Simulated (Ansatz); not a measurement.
Input file:

```
crystal:
  lattice:
    - [2.20542745416, 2.20542745416, 0.0]
    - [-2.20542745416, 2.20542745416, 0.0]
    - [0.0, 2.20542745416, 2.24107072615]
  atoms:
    - { symbol: Ga, position: [0.0, 0.0, 0.0] }
    - { symbol: "N", position: [0.25, 0.75, 0.5] }
kpoints:
  mp_grid: { grid: [10, 10, 10] }
scf:
  occupations: { method: fixed }
hamiltonian:
  xc: lda
  pseudopotentials: { kind: paw }
relax:
  f_tol: 0.002
  max_steps: 80
  cell: { fix: [a, b, gamma] }
output:
  forces: true
  stress: true
  write_density: true
  write_potential: true
  elf: true
  volumetric_format: npy
```

Run with:

```sh
ansatz run input.yaml --threads 1 --pin off --max-ram 3072MiB --backend cpu --events-out ev --progress --plain --runs-dir out
```

Below, planes, directions and counts refer to the conventional cell (a = 3.12 Å, b = 3.12 Å, c = 4.50 Å, α = 90.00°, β = 90.00°, γ = 90.00°).

The fields are those of the run's last geometry, not of the input's.

Space group I-4m2; a structure from a database of computed crystals, not necessarily the ambient phase; changed on purpose from its base cell (in-plane strain -0.01, out-of-plane length and atoms relaxed by PAW).

Theory: DFT, LDA, PAW with Ansatz's default frozen-core files, scalar-relativistic; relaxation of cell and atoms (Ansatz 0.2.0).

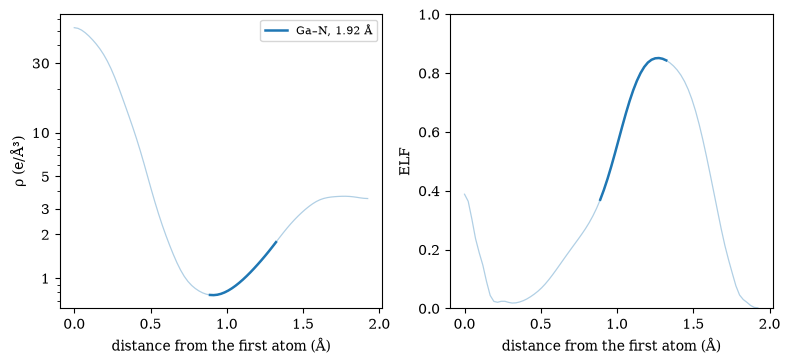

GaN. Valence pseudo-density and ELF along straight lines between neighbouring atoms. Thin, pale parts lie inside the atomic spheres.

In a PAW calculation such maps are meaningful between the atoms, not at the nuclei.

What can be read from the curves?

Ga–N (1.92 Å): ρ at the midpoint is about 0.78 e/Å³; the ELF peaks at about 0.85 in the valence shell of N, 0.6 Å from its nucleus, and is about 0.50 at the midpoint.
